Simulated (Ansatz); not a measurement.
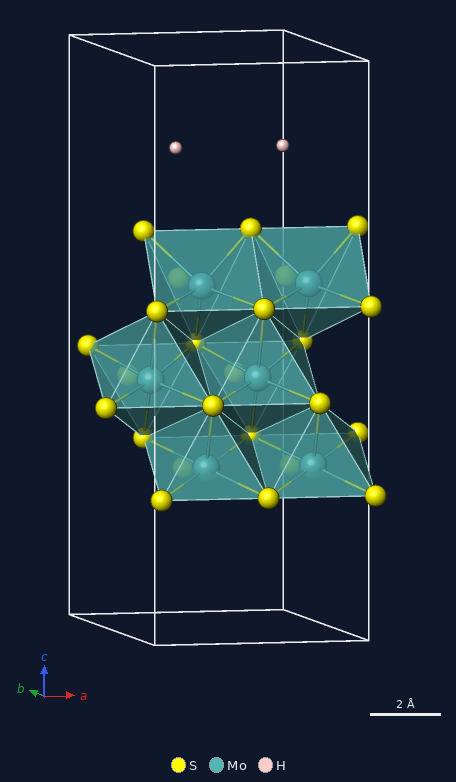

Fig. 1: The structure (polyhedral view of the 2 × 1 repeat of the cell, with the vacuum cut short, seen slightly off an axis; polyhedra are completed across the faces of the cell). An atom can appear more than once, as a periodic image.

Mo3HS6: single-point calculation

Mo3HS6 (slab, 10 atoms in the cell), computed with DFT PBEsol, scalar-relativistic, plane waves, PAW, no spin polarisation (Ansatz 0.2.0).

The structure derives from an entry of the Crystallography Open Database. It belongs to a series of runs on one base structure; here: H lifted by +2.00 A from its best place.

### The input
```yaml
crystal:
  lattice:
    - [3.1204068985, 0.0, 0.0]
    - [-1.5602034492, 6.1523257957, 0.0]
    - [0.0, 0.0, 25.6597815141]
  atoms:
    - { symbol: S, position: [0.8927216587, 0.7854433174, 0.3312576919] }
    - { symbol: Mo, position: [0.532155393, 0.0643107859, 0.3568487551] }
    - { symbol: S, position: [0.1715891272, 0.3431782543, 0.3824398182] }
    - { symbol: S, position: [0.4248770516, 0.8497541032, 0.4354374436] }
    - { symbol: Mo, position: [0.0634283179, 0.1268429315, 0.4560351157] }
    - { symbol: S, position: [0.7047428115, 0.4094654124, 0.4861970894] }
    - { symbol: S, position: [0.9628665561, 0.9257405526, 0.5411345583] }
    - { symbol: Mo, position: [0.6028601598, 0.205722103, 0.5588565878] }
    - { symbol: S, position: [0.1730160878, 0.3460381128, 0.6172031673] }
    - { symbol: H, position: [0.3396827545, 1.1793714461, 0.7171155814] }
basis:
  ecutwfc: 420
kpoints:
  mp_grid: { grid: [10, 5, 1] }
hamiltonian:
  xc: pbesol
scf:
  occupations: { method: gaussian, width: 0.1 }
output:
  forces: true
  stress: true
  eigenvalues: true
  write_density: true
  write_potential: true
  elf: true
  volumetric_format: npy
efield:
  axis: 3
  dipole_correction: true
  ramp_width: 0.04
```

Machine: 4 threads of Intel Xeon @ 2.50GHz (Skylake/Cascade Lake), 32 GiB of memory available, shared host.

Launch command:
```bash
ansatz run input.yaml --threads 4 --pin off --max-ram 10240MiB --backend cpu --events-out ev --progress --plain --runs-dir out
```

### Log
```
Engine: ansatz 0.2.0, x86_64-unknown-linux-gnu
Pseudopotentials: kind: paw
Pseudopotential: S, paw, valence charge 6, recommended cutoff 420 eV (normal), S.paw.azcp
Pseudopotential: Mo, paw, valence charge 14, recommended cutoff 420 eV (normal), Mo.paw.azcp
Pseudopotential: H, paw, valence charge 1, recommended cutoff 420 eV (normal), H.paw.azcp
Functional definition: PBEsol
  exchange = pbesol_x
  correlation = pbesol_c
Crystal: 10 atoms, lattice volume = 492.610 Å³
Basis set: ecut = 420 eV, 9633 PW (Γ), exchange–correlation on 48×90×360 points (8 copies of the dense FFT grid, shifted against one another)
Bands: 50, of which v1, the nominal top of the filled ones, is band 40 counted from 1 (39 counted from 0)
Symmetry: 1 space group operations
Space group: P1 (ITA 1), of the structure as read, at distance tolerance 7.9e-5 Å
k-points: 26 of 50 (time reversal used)
Non-local potential: S, projectors of the file, l = 0: 2, l = 1: 2, l = 2: 2
Non-local potential: Mo, projectors of the file, l = 0: 3, l = 1: 2, l = 2: 2, l = 3: 1
Non-local potential: H, projectors of the file, l = 0: 2, l = 1: 1
PAW form: soft (Blöchl's): semilocal exchange-correlation on the pseudo side does not see the compensation charge
PAW frozen core: S, regenerated for the run's functional, and the local potential with it (the file was generated under x = pbe(κ = 0.804, μ = 0.2195149727645171), c = pbe(β = 0.06672455060314922))
PAW frozen core: Mo, regenerated for the run's functional, and the local potential with it (the file was generated under x = pbe(κ = 0.804, μ = 0.2195149727645171), c = pbe(β = 0.06672455060314922))
PAW one-centre angular grid: S, 110 points (default); XC on 64 Gauss nodes
PAW one-centre angular grid: Mo, 590 points (default); XC on 64 Gauss nodes
PAW one-centre angular grid: H, 110 points (default); XC on 64 Gauss nodes
Initial density: superposition of atomic densities (neutral atoms: chi_scale 0, normalization atom), corrected by the library's trained network
Initial wavefunctions: pseudopotential atomic-orbital guess
Functional: x = pbesol(κ = 0.804, μ = 0.12345679012345678), c = pbesol(β = 0.046)
SCF iter   1: F=—  HF=-20019.149309 eV  |F-HF|=—  |Δ(HF+E_count)|=         —  Δρ=8.46e-3  dr2=1.10e0  ethr=1.77e-3  p=-0.208 e·Å  D=-7.66e-2 V/Å  ΔV_dip=1.96 eV  dr2_dipole=4.39e-1  V_vac-E_F(+/−)=6.42/4.46 eV  ⟨swp⟩=9.9  Hψ=6564  notcnv=0
efield: sawtooth ramp at fractional position 0.0042 (placed from the atoms, in the widest stretch of the axis that holds none; the zero of the levels goes with the place), width 0.0400; the density the first Hamiltonian is built on has a dipole p = -0.208 e·Å; the dipole correction subtracts the counter field D = -7.66e-2 V/Å, which shifts the + side's vacuum level by +1.96 eV against the − side's; the planar-averaged density in the ramp window peaks in size at 8.9e-6 e/Å³
preconditioner: auto → LDOS  [metal: Δε(μ)=0.072 eV  Ē_g=7.168 eV  σ=0.100 eV  W_gap=0.36  n_scr=46 (ndim 8)  ℏωp=12.4 eV  f_vac=0.584  D(μ)=3.80/eV (n_scr^D=18)  β→1.0]
SCF iter   2: F=—  HF=-20019.119133 eV  |F-HF|=—  |Δ(HF+E_count)|=   3.02e-2  Δρ=5.21e-3  dr2=2.98e-1  ethr=1.39e-3  p=-0.106 e·Å  D=-3.91e-2 V/Å  ΔV_dip=1.00 eV  dr2_dipole=1.51e-2  V_vac-E_F(+/−)=6.24/5.24 eV  ⟨swp⟩=2.3  Hψ=1976  notcnv=0  defer=49
SCF iter   3: F=—  HF=-20019.083666 eV  |F-HF|=—  |Δ(HF+E_count)|=   3.55e-2  Δρ=1.80e-3  dr2=3.43e-2  ethr=3.77e-4  p=-0.145 e·Å  D=-5.31e-2 V/Å  ΔV_dip=1.36 eV  dr2_dipole=3.05e-3  V_vac-E_F(+/−)=6.29/4.93 eV  ⟨swp⟩=2.0  Hψ=1980  notcnv=0  defer=49
SCF iter   4: F=—  HF=-20019.081126 eV  |F-HF|=—  |Δ(HF+E_count)|=   2.54e-3  Δρ=5.89e-4  dr2=4.69e-3  ethr=4.34e-5  p=-0.142 e·Å  D=-5.20e-2 V/Å  ΔV_dip=1.33 eV  dr2_dipole=1.71e-3  V_vac-E_F(+/−)=6.30/4.96 eV  ⟨swp⟩=2.4  Hψ=1834  notcnv=0  defer=47
SCF iter   5: F=—  HF=-20019.081148 eV  |F-HF|=—  |Δ(HF+E_count)|=   2.12e-5  Δρ=2.39e-4  dr2=5.29e-4  ethr=5.93e-6  p=-0.141 e·Å  D=-5.17e-2 V/Å  ΔV_dip=1.33 eV  dr2_dipole=8.09e-5  V_vac-E_F(+/−)=6.31/4.98 eV  ⟨swp⟩=1.5  Hψ=1497  notcnv=0  defer=47
SCF iter   6: F=—  HF=-20019.081224 eV  |F-HF|=—  |Δ(HF+E_count)|=   7.68e-5  Δρ=9.28e-5  dr2=1.28e-4  ethr=6.69e-7  p=-0.143 e·Å  D=-5.25e-2 V/Å  ΔV_dip=1.35 eV  dr2_dipole=3.08e-5  V_vac-E_F(+/−)=6.33/4.98 eV  ⟨swp⟩=2.2  Hψ=1666  notcnv=0  defer=47
SCF iter   7: F=—  HF=-20019.081222 eV  |F-HF|=—  |Δ(HF+E_count)|=   2.09e-6  Δρ=2.38e-5  dr2=1.22e-5  ethr=1.62e-7  p=-0.144 e·Å  D=-5.28e-2 V/Å  ΔV_dip=1.36 eV  dr2_dipole=2.23e-6  V_vac-E_F(+/−)=6.34/4.98 eV  ⟨swp⟩=2.1  Hψ=1463  notcnv=0  defer=47
SCF iter   8: F=—  HF=-20019.081120 eV  |F-HF|=—  |Δ(HF+E_count)|=   1.02e-4  Δρ=7.92e-6  dr2=7.03e-7  ethr=1.54e-8  p=-0.144 e·Å  D=-5.30e-2 V/Å  ΔV_dip=1.36 eV  dr2_dipole=1.02e-9  V_vac-E_F(+/−)=6.34/4.98 eV  ⟨swp⟩=2.2  Hψ=1716  notcnv=0  defer=40
SCF iter   9: F=—  HF=-20019.081121 eV  |F-HF|=—  |Δ(HF+E_count)|=   4.79e-7  Δρ=3.11e-6  dr2=1.31e-7  ethr=1.27e-10  p=-0.144 e·Å  D=-5.30e-2 V/Å  ΔV_dip=1.36 eV  dr2_dipole=9.23e-9  V_vac-E_F(+/−)=6.34/4.98 eV  ⟨swp⟩=19.1  Hψ=11394  notcnv=0
SCF iter  10: F=-20019.081121 eV  HF=-20019.081121 eV  |F-HF|=1.27e-8  |Δ(HF+E_count)|=   5.28e-8  Δρ=1.48e-6  dr2=3.48e-8  ethr=1.27e-10  p=-0.144 e·Å  D=-5.30e-2 V/Å  ΔV_dip=1.36 eV  dr2_dipole=2.57e-9  V_vac-E_F(+/−)=6.34/4.98 eV  ⟨swp⟩=10.0  Hψ=9327  notcnv=0
SCF 1 converged in 10 iterations: F = -20019.081121 eV  dr2 = 3.48e-8
  greatest PAW one-centre occupation: 0.999 electrons in one spin orbital (limit 2), on the Mo atom at site 7 (counted from 0), in its partial waves of l = 0
```

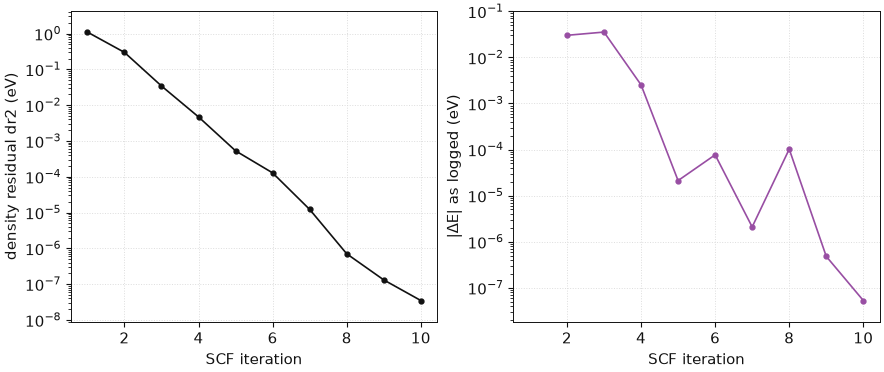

Fig. 2: Convergence of the self-consistent field: density residual dr2 and size of the energy change against the SCF iteration. The residual falls at every step.

```
WARN: The output density's exchange-correlation potential varies sharply where the density is thin. Do not read a vacuum level from v_tot or v_xc, or from such a field of the output density. On a cell that repeats whose density bears no net charge and no dipole along the vacuum's axis use v_es (v_loc + v_h of the components); under efield.dipole_correction with no amplitude use v_es + v_field, which holds any external_charges[].barrier, or the levels of the report's work_function block, which leave it out; under a non-zero efield.amplitude the vacuum is tilted and has no level; on a cell that repeats and bears such a dipole with no correction it is tilted too, and efield.dipole_correction with no amplitude gives each side of its ramp a level where efield: is served; in a cell that repeats whose density bears a net charge (total_charge, or a fill off its count) it is curved and has none; of a slab under crystal.periodic whose density bears no net charge use v_es, which has a level on each side, short of where the two are joined; of another it falls or rises all the way out and has none; of a slab beside external_charges read slab_vacuum_level instead, which it has where they leave it neutral. The grid or the basis barely resolves most such structure, and the values can differ between equally converged runs; as a rule a tighter scf.convergence.dr2_threshold does not remove it. Where the density itself ripples (under the LDA too) a higher basis.ecutwfc lessens it. The files hold the spikes' plane waves up to the density's cutoff. Files: v_tot_of_output_density and the like, and their columns of v_z.tsv (output.write_potential); v_xc_of_output_density and the like, and their columns of v_comp_z.tsv (output.write_potential_components). Measured: with its Gaussian average of σ = 0.25 Å subtracted twice, the exchange-correlation potential is over 0.1 eV at 2491 of the grid points where the equally averaged density (valence and model cores) is under 1e-3 e/Å³, and 0.786 eV at the most among them, at an averaged density of 1.7e-4 e/Å³. The input density's (outcome.potential() and, of a run that writes arrays, v_tot and v_xc) is over 0.1 eV, so measured, at 2494 points of its own thin density, 0.787 eV at the most. See output.write_potential in the manual, Limitations
SCF converged after 10 iterations
Free energy (F): -20019.081121 eV
Harris-Foulkes:  -20019.081121 eV  (|F-HF|=1.27e-8)
Internal energy: -20019.056629 eV  (E = F + TS)
E sigma→0 (E₀):  -20019.068875 eV
Entropy (-TS):   -0.024492 eV (-2.449 meV/atom)
Fermi energy:    -0.243703 eV
Dipole field:    D = -0.053045 V/Å  (p = -0.144407 e·Å, saw-weighted, corrected)
Work function:   Φ+ = 6.3418 eV   Φ− = 4.9807 eV
Levels:          The Fermi level and band energies are counted from a zero that moves with the ramp; work functions are not
--- Per-component energies (eV) ---
  E_band       = -1326.794250
  E_kinetic    = 1971.767100
  E_local      = -63471.561708  (includes V_loc(G=0)·N_el)
  E_nonlocal   = 607.904073
  E_hartree    = 30625.600164
  E_xc         = -1127.676204
  E_vxc        = -1214.275617  (∫ρ·V_xc dr)
  E_paw        = -12936.574092  (= ΣΔE_a)
  E_vpaw       = -465.408821  (= ΣTr[D̂ρ^β])
  E_aug_tail   = -0.000659  (compensation charges beyond the density's cutoff)
  E_efield     = 0.003830  (sawtooth field / dipole correction)
  E_vefield    = -6.426713  (∫n·V_field dr)
  E_ewald      = 24310.481273
  E_core_change = 0.999594  (= ΣΔE_core)
  E_smearing   = -0.024492  (= −TS)
  E_closure    = 0.000000  (closes the sum)
  Σ components = -20019.081121   (vs F -20019.081121, Δ=0.00e0)
--- Forces (eV/Å), atoms counted from 1 ---
  atom   1  S     -0.00069407     1.48413441    -0.56874191
  atom   2  Mo     0.00661461    -2.69333959     2.97899862
  atom   3  S     -0.00237228     0.88131466    -1.30147469
  atom   4  S     -0.00225294     0.31567856    -1.10632202
  atom   5  Mo     0.00607213     0.03317834    -0.04493264
  atom   6  S      0.00741322    -0.01243789     0.00299834
  atom   7  S      0.00037095     0.02702750    -0.01744592
  atom   8  Mo    -0.06356311    -0.09908380     0.11326207
  atom   9  S      0.16158364    -0.03422316     0.26013069
  atom  10  H     -0.11317203     0.09778280    -0.31648030
  max |Σ_I F_I| component: 3.18e-5 eV/Å
--- Stress (GPa, compression-positive) ---
       -1.088941       0.053497      -0.084573
        0.053497      -0.261363       0.186465
       -0.084573       0.186465      -1.138143
  P = ⅓ Tr σ = -0.8295 GPa (-8.295 kbar)
--- Band table (eV; the first three rows and the last of 26) ---
  k-point 0: bands = ["-61.8193", "-61.6414", "-61.4626", "-36.1082", "-35.9482", "-35.8419", "-35.8292", "-35.8244", "-35.6146", "-35.5926", "-35.5673", "-35.5205", "-15.0012", "-13.9609", "-13.6707", "-13.6336", "-12.7272", "-12.5040", "-6.8718", "-6.3972", "-5.9154", "-5.4972", "-4.9279", "-4.4211", "-4.0898", "-3.9896", "-3.8290", "-3.7660", "-3.4827", "-2.9081", "-2.4968", "-2.2456", "-2.0073", "-1.9906", "-1.8270", "-1.5979", "-1.2009", "-1.0449", "-0.9950", "-0.6550", "-0.5750", "-0.0896", "0.7995", "1.0677", "1.1687", "1.8359", "1.8820", "2.1502", "3.0178", "3.2258"]
  k-point 1: bands = ["-61.8193", "-61.6414", "-61.4626", "-36.1082", "-35.9482", "-35.8420", "-35.8292", "-35.8244", "-35.6146", "-35.5926", "-35.5673", "-35.5205", "-14.9147", "-13.9435", "-13.7455", "-13.6544", "-12.7560", "-12.5539", "-6.6222", "-6.5042", "-5.8352", "-5.3649", "-4.9844", "-4.3922", "-4.0874", "-3.9626", "-3.9542", "-3.7586", "-3.4705", "-2.9932", "-2.5722", "-2.3589", "-2.2599", "-2.0280", "-1.8734", "-1.3092", "-1.2331", "-1.0788", "-0.9032", "-0.6351", "-0.5426", "-0.1398", "0.7999", "1.0929", "1.1262", "1.8117", "1.8266", "2.1018", "3.1332", "3.3784"]
  k-point 2: bands = ["-61.8193", "-61.6414", "-61.4626", "-36.1082", "-35.9482", "-35.8420", "-35.8292", "-35.8244", "-35.6147", "-35.5926", "-35.5673", "-35.5205", "-14.7113", "-14.1010", "-13.7708", "-13.6499", "-12.8175", "-12.6275", "-6.6462", "-6.0340", "-5.6856", "-5.2891", "-5.0963", "-4.4442", "-4.1914", "-4.0652", "-3.9174", "-3.7443", "-3.4508", "-3.2387", "-2.7512", "-2.4280", "-2.2945", "-2.0686", "-1.8767", "-1.2930", "-1.2260", "-1.1318", "-0.8300", "-0.6098", "-0.3685", "-0.2108", "0.7415", "1.0666", "1.1559", "1.6787", "1.7779", "2.0642", "3.3041", "3.5945"]
  k-point 25: bands = ["-61.7943", "-61.6156", "-61.4397", "-36.1538", "-36.0731", "-35.9249", "-35.9186", "-35.8041", "-35.7906", "-35.7208", "-35.6123", "-35.5535", "-13.4913", "-13.2591", "-13.0333", "-12.8874", "-12.1162", "-12.0413", "-6.9120", "-6.7705", "-6.0305", "-5.7162", "-5.3326", "-4.9063", "-4.7575", "-4.5928", "-4.4053", "-4.3010", "-4.0254", "-3.8073", "-3.6531", "-3.3690", "-3.1331", "-2.7751", "-2.4740", "-2.0253", "-1.3813", "-0.8105", "0.0767", "0.1847", "0.5096", "0.5861", "1.0663", "1.4557", "1.6765", "1.7682", "1.9136", "2.0883", "2.7089", "3.9193"]
```

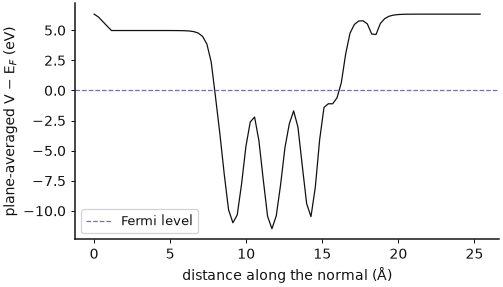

Fig. 3: Plane average of the electrostatic potential energy of an electron across the cell, from the Fermi level. The vacuum level lies 6.34 eV above the Fermi level on the upper side and 4.98 eV on the lower.

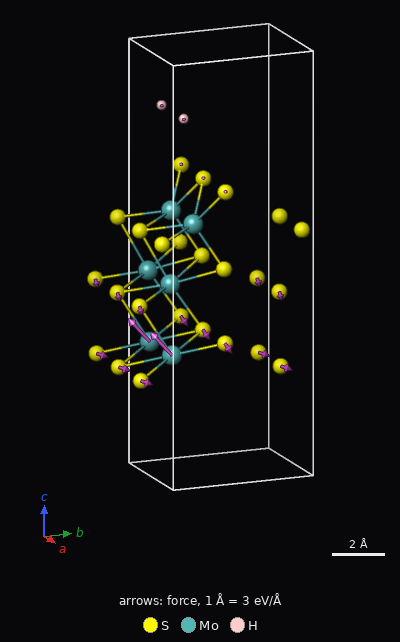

Fig. 4: Forces on the atoms as pink arrows (ball-and-stick view of the 2 × 1 repeat of the cell, with the vacuum cut short, seen slightly off an axis; bonded neighbours outside the cell are drawn too); the smallest are left out. The largest act on Mo2 (4.02 eV/Å); S1 (1.59 eV/Å); S3 (1.57 eV/Å). Atoms are counted from 1 in the order of the input and aren't labelled in the picture. The geometry is not a stationary point of this energy.

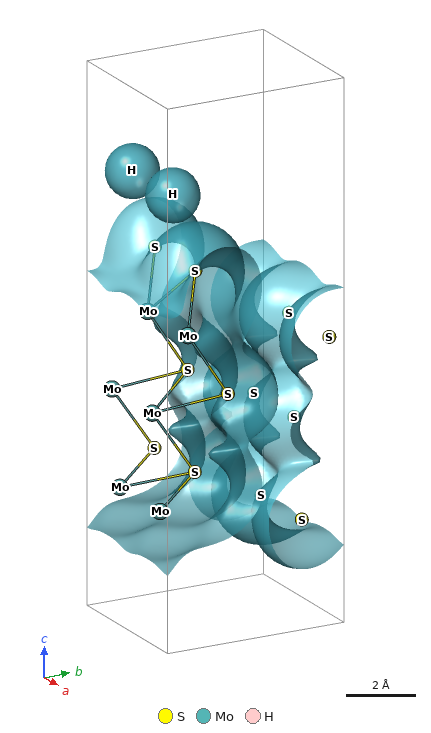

Fig. 5: Isosurface of the valence charge density (pseudo) at 0.1 e/Å³ (cyan), seen slightly off an axis. Sticks mark near contacts. At this value the density is joined into chains; it holds about 95 % of the electrons treated as valence (semicore included). It is pinched off along the S–H (2.87 Å) contacts. On the grid the lowest density along these lines, outside the cores, is 0.82 e/Å³ (Mo–S, 2.25 Å), 0.08 e/Å³ (S–H, 2.87 Å), 0.69 e/Å³ (Mo–S, 2.31 Å) and 0.64 e/Å³ (Mo–S, 2.37 Å). The fields are those of the smooth PAW valence density.

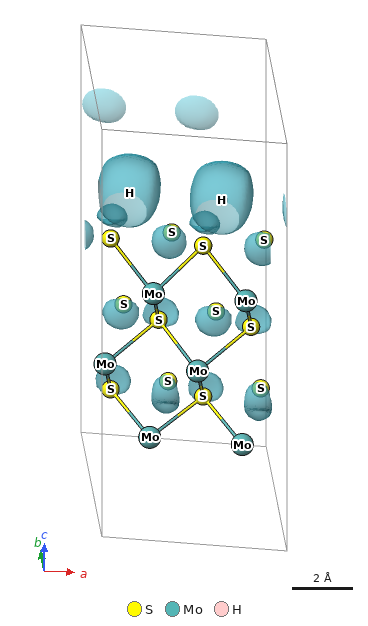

Fig. 6: Isosurface of the ELF at 0.9 (cyan), seen at an oblique angle. Only the valence region is drawn (cores and ρ < 0.01 e/Å³ removed). Sticks mark near contacts. Along the contacts the grid gives the following. Mo–S (2.25 Å): the ELF is about 0.50 at the midpoint.

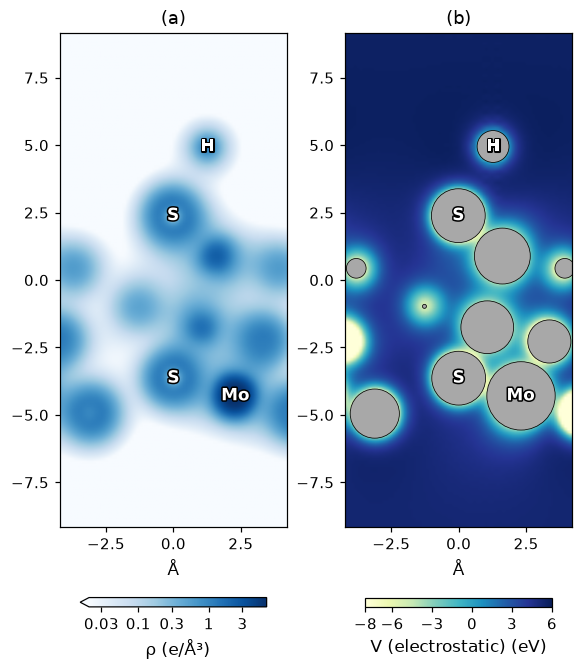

Fig. 7: (a) valence pseudo-density; (b) electrostatic potential energy of an electron on the (110) plane of the calculation cell, a cut from vacuum to vacuum. Grey discs, where drawn, cover atomic cores. The section cuts through Mo, S and H sites. S–H (2.87 Å): ρ at the midpoint is about 0.12 e/Å³, with its minimum of 0.08 e/Å³ about 1.7 Å from S. Mo–S (2.41 Å): ρ is about 0.57 e/Å³ halfway. The density dies away to nearly zero in the vacuum.

### Key numbers

| quantity | value |
| --- | --- |
| outcome | converged |
| electrons treated | 79 |
| free energy | −20019.0811 eV |
| work function, top face | 6.34 eV |
| work function, bottom face | 4.98 eV |
| Fermi energy | −0.244 eV |
| gap on the k-point mesh | none (metallic) |
| work function (upper face) | 6.34 eV |
| largest force (length of the vector) | 4.016 eV/Å |
| wall time | 21 s (CPU time 82 s) |
| peak memory | 1.2 GiB |

### Notes

The program warns: the exchange-correlation potential is rough where the density is thin. The cell holds an odd number of electrons but the run has no spin polarisation, so a band is left half filled.
